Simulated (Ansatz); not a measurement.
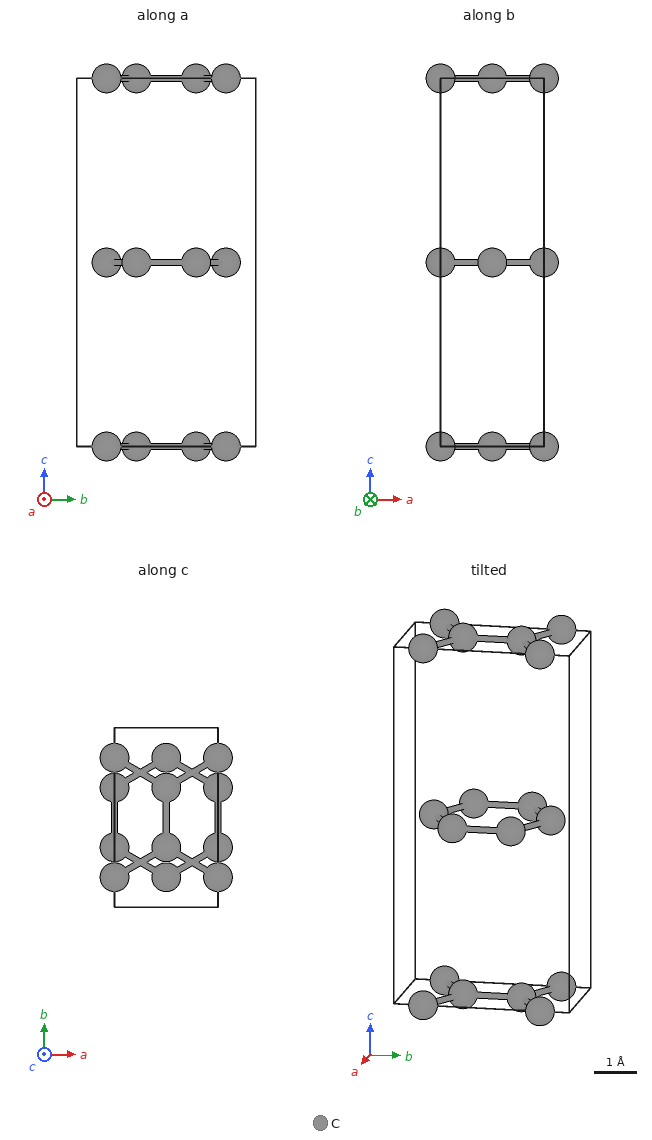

An orthographic ball-and-stick view of the structure, along the a axis, along the b axis, along the c axis and slightly off an axis. The parallelepiped is the conventional unit cell.

Lattice parameters: a = 2.466 Å, b = 4.272 Å, c = 8.775 Å, α = 90.00°, β = 90.00°, γ = 90.00°. Put a along x and b in the xy plane.

Turn the picture into a POSCAR file.

```
C
1.0
     2.466    0.000    0.000
     0.000    4.272    0.000
     0.000    0.000    8.775
C
8
Direct
  0.5000 0.6667 0.0000
  0.5000 0.3333 0.0000
  0.5000 0.1667 0.5000
  0.5000 0.8333 0.5000
  0.0000 0.6667 0.5000
  0.0000 0.3333 0.5000
  0.0000 0.1667 0.0000
  0.0000 0.8333 0.0000
```

The cell started as a structure type filled with this element by a generator (whether the element takes this form wasn't checked). Earlier steps of the study may have refined or changed the cell and positions. It was set up as input for a calculation with Ansatz.
